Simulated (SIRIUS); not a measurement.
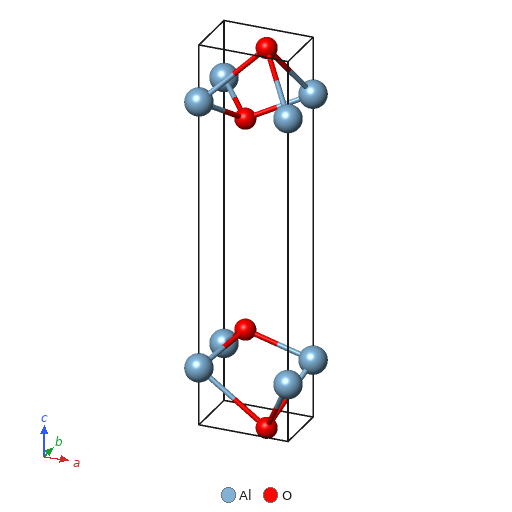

System: Al₂O₃, space group P-6m2 (No. 187). The picture shows the conventional cell.

Structure:
```
Al O
1.0
     2.88432    0.00000    0.00000
    -1.44216    2.49790    0.00000
     0.00000    0.00000    9.33675
Al O
2 3
Direct
  0.00000 0.00000 0.85001
  0.00000 0.00000 0.14999
  0.33333 0.66667 0.77768
  0.66667 0.33333 0.00000
  0.33333 0.66667 0.22232
```

Calculation (SIRIUS 7.12.0): all-electron LAPW DFT, no spin polarisation; energies at scaled volumes of the given cell, shape and fractions fixed, counted from the fit's minimum, third-order Birch-Murnaghan fit. Level: LDA.

- k mesh: 7×7×2
- occupations: Fermi–Dirac
- smearing width: 0.05 eV
- potentials: all electron FP LAPW
- program settings: basis apw+lo standard, gk cutoff 5.37 1/bohr, pw cutoff 28 1/bohr

Describe the result: the energy against volume. The volume takes the values 12.65, 12.92, 13.18, 13.45, 13.72, 13.99, 14.26 Å³/atom.

A third-order Birch–Murnaghan fit gives V0 = 12.82 Å³/atom, B0 = 157 GPa and B′ = 4.1. The energy is 1.20 meV/atom at volume 12.65 Å³/atom and 65.91 meV/atom at 14.26 Å³/atom; the lowest computed point is at volume 12.92 Å³/atom (0.38 meV/atom).

```csv
volume (Å³/atom),energy (meV/atom)
12.65,1.20
12.92,0.38
13.18,4.76
13.45,13.95
13.72,27.59
13.99,45.06
14.26,65.91
```

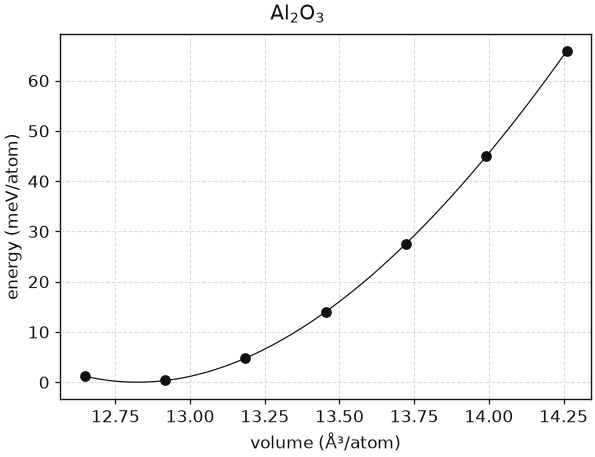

Limits of the calculation: shape and atomic fractions are frozen while scaling, which makes layered, chain and framework solids too stiff.
